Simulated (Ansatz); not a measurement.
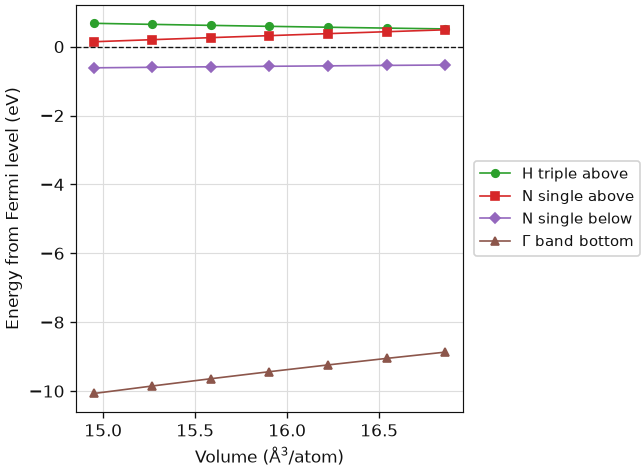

Levels at named k points against volume, from the Fermi level of each run. Each is named by its point, its degeneracy (spin aside) and its side of the Fermi level at the middle volume, where it is the nearest level on that side; the band bottom is the lowest valence level above the core-like shells.

System: bcc Pt, space group Im-3m, 1 atom in the primitive cell. The cell is scaled at fixed shape and fractional positions; at the middle volume, cubic a = 3.168 Å. Computed with Ansatz 0.2.0: LDA, Ansatz PAW, no spin polarisation, no spin-orbit coupling, 12×12×12 k mesh, 420 eV cutoff, Fermi-Dirac smearing of 0.05 eV.

Q: How does each level move against the Fermi level from 14.95 Å³/atom to 16.86 Å³/atom?

A: H triple above goes from +0.68 to +0.51 eV, N single above goes from +0.14 to +0.49 eV, N single below goes from −0.61 to −0.53 eV and Γ band bottom goes from −10.07 to −8.87 eV.

Q: How does the occupied bandwidth scale with volume?

A: The Fermi level lies 10.07 eV above the band bottom at the smallest volume and 8.87 eV at the largest, a power law of about V^−1.06.

Q: Does any of these levels cross the Fermi level?

A: No: each stays on its side over the whole range; the nearest approach is 0.14 eV.

| volume | H triple above (eV) | N single above (eV) | N single below (eV) | Γ band bottom (eV) |
| --- | --- | --- | --- | --- |
| 14.95 Å³/atom | 0.68 | 0.14 | −0.61 | −10.07 |
| 15.27 Å³/atom | 0.65 | 0.20 | −0.60 | −9.85 |
| 15.59 Å³/atom | 0.62 | 0.26 | −0.58 | −9.64 |
| 15.90 Å³/atom | 0.59 | 0.32 | −0.57 | −9.44 |
| 16.22 Å³/atom | 0.56 | 0.38 | −0.56 | −9.24 |
| 16.54 Å³/atom | 0.54 | 0.43 | −0.55 | −9.05 |
| 16.86 Å³/atom | 0.51 | 0.49 | −0.53 | −8.87 |

Spin-orbit coupling is left out, which matters for Pt. The PAW data sets were made with another functional. This isn't the form of Pt at room conditions, which is fcc. The Fermi level is that of this mesh and smearing. The pressure runs from −1 to −26 GPa along the series.
